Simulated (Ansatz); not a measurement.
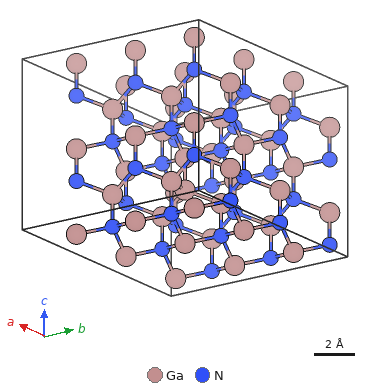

Starting structure of a defect cell of composition Ga37N35 (coarse preliminary run). A ball-and-stick model of the cell of the calculation (origin shifted), seen from a free direction.

Case: Ga on a N site (b), charge +0, atoms relaxed at the host's cell.

Theory: DFT PBE, scalar-relativistic, plane waves, PAW (Ansatz 0.2.0).

(plane-wave cutoff 420 eV; k-point mesh 1 × 1 × 1; occupations gaussian; smearing width 0.01 eV; no spin polarisation; atoms relaxed in a fixed cell; force threshold 0.025 eV/Å; at most 45 steps)

```
Ga N
1.0
     4.82756   -8.36157    0.00000
    -9.65511    0.00000    0.00000
     0.00000    0.00000  -10.48634
Ga N
37 35
Direct
  0.55556 0.44444 0.25043
  0.55556 0.44444 0.75043
  0.22222 0.44444 0.25043
  0.22222 0.44444 0.75043
  0.88889 0.44444 0.25043
  0.88889 0.44444 0.75043
  0.55556 0.11111 0.25043
  0.55556 0.11111 0.75043
  0.22222 0.11111 0.25043
  0.22222 0.11111 0.75043
  0.88889 0.11111 0.25043
  0.88889 0.11111 0.75043
  0.55556 0.77778 0.25043
  0.55556 0.77778 0.75043
  0.22222 0.77778 0.25043
  0.22222 0.77778 0.75043
  0.88889 0.77778 0.25043
  0.88889 0.77778 0.75043
  0.44444 0.55556 0.00043
  0.44444 0.55556 0.50043
  0.11111 0.55556 0.00043
  0.11111 0.55556 0.50043
  0.77778 0.55556 0.00043
  0.77778 0.55556 0.50043
  0.44444 0.22222 0.00043
  0.44444 0.22222 0.50043
  0.11111 0.22222 0.00043
  0.11111 0.22222 0.50043
  0.77778 0.22222 0.00043
  0.77778 0.22222 0.50043
  0.44444 0.88889 0.00043
  0.44444 0.88889 0.50043
  0.11111 0.88889 0.00043
  0.11111 0.88889 0.50043
  0.77778 0.88889 0.00043
  0.77778 0.88889 0.50043
  0.55556 0.44444 0.06207
  0.55556 0.44444 0.56207
  0.22222 0.44444 0.06207
  0.22222 0.44444 0.56207
  0.88889 0.44444 0.06207
  0.88889 0.44444 0.56207
  0.55556 0.11111 0.06207
  0.55556 0.11111 0.56207
  0.22222 0.11111 0.06207
  0.22222 0.11111 0.56207
  0.88889 0.11111 0.06207
  0.88889 0.11111 0.56207
  0.55556 0.77778 0.06207
  0.55556 0.77778 0.56207
  0.22222 0.77778 0.06207
  0.22222 0.77778 0.56207
  0.88889 0.77778 0.06207
  0.88889 0.77778 0.56207
  0.44444 0.55556 0.31207
  0.44444 0.55556 0.81207
  0.11111 0.55556 0.31207
  0.11111 0.55556 0.81207
  0.77778 0.55556 0.31207
  0.77778 0.55556 0.81207
  0.44444 0.22222 0.31207
  0.44444 0.22222 0.81207
  0.11111 0.22222 0.31207
  0.11111 0.22222 0.81207
  0.77778 0.22222 0.31207
  0.77778 0.22222 0.81207
  0.44444 0.88889 0.31207
  0.44444 0.88889 0.81207
  0.11111 0.88889 0.31207
  0.11111 0.88889 0.81207
  0.77778 0.88889 0.31207
  0.77778 0.88889 0.81207
```

**Where does the relaxation end?**

Over 5 geometry steps the energy falls by 4.329 eV per cell of the calculation. The largest force component goes from 7.1 to 0.021 eV/Å. The atom that moves furthest is Ga1 (0.37 Å along +c). Largest moves by element: Ga 0.37 Å, N 0.17 Å. The cell doesn't change. Among the contacts that change: Ga19–Ga37 1.967 → 2.287 Å, Ga1–Ga37 1.975 → 2.221 Å, Ga20–N55 1.975 → 1.928 Å, Ga10–N46 1.975 → 1.940 Å. Among the angles between lasting bonds that change: Ga37–Ga23–N41 109.8° → 99.9°, Ga25–N43–Ga31 109.8° → 101.5°, Ga1–N61–Ga26 109.2° → 101.4°. Cost: 2.7 min on 4 threads of Arm Neoverse V2 (shared host), peak memory 1.3 GiB.

The end point in the same view:

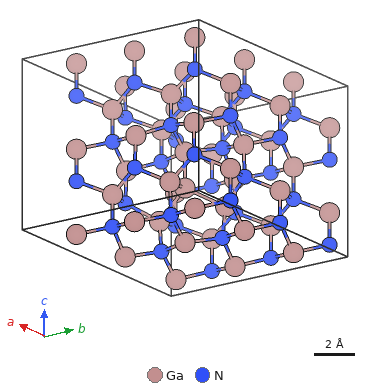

Limits of the set-up: the k-point mesh is coarse for a cell with partly filled bands.
